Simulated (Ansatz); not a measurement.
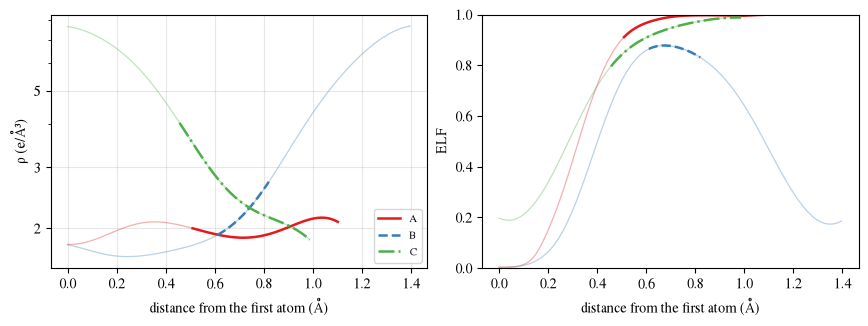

The picture shows: H$_{4}$CO (amorphous cell). Valence electron density and ELF along straight lines between neighbouring atoms. Thin, pale parts lie inside the atomic spheres.

Not relaxed (largest force 0.3 eV/Å).

The calculation used DFT LDA, scalar-relativistic, plane waves, PAW (Ansatz).

The density is the valence pseudo-density of a PAW calculation; it isn't the true density close to the nuclei.

Which curve belongs to which contact (C–H, C–O and O–H)? The first atom named is at distance zero.

Curve A: C–H (1.10 Å): ρ at the midpoint is about 2 e/Å³; the ELF climbs to about 1 towards the hydrogen, as it does in any bond to H; an ordinary covalent bond to hydrogen. Curve B: C–O (1.40 Å): ρ at the midpoint is about 2.1 e/Å³; the ELF peaks at about 0.90 between the atoms (a polar covalent bond). Curve C: O–H (0.99 Å): the density is about 3.7 e/Å³ at the midpoint; the ELF climbs to about 1 towards the hydrogen: an ordinary covalent bond to hydrogen.
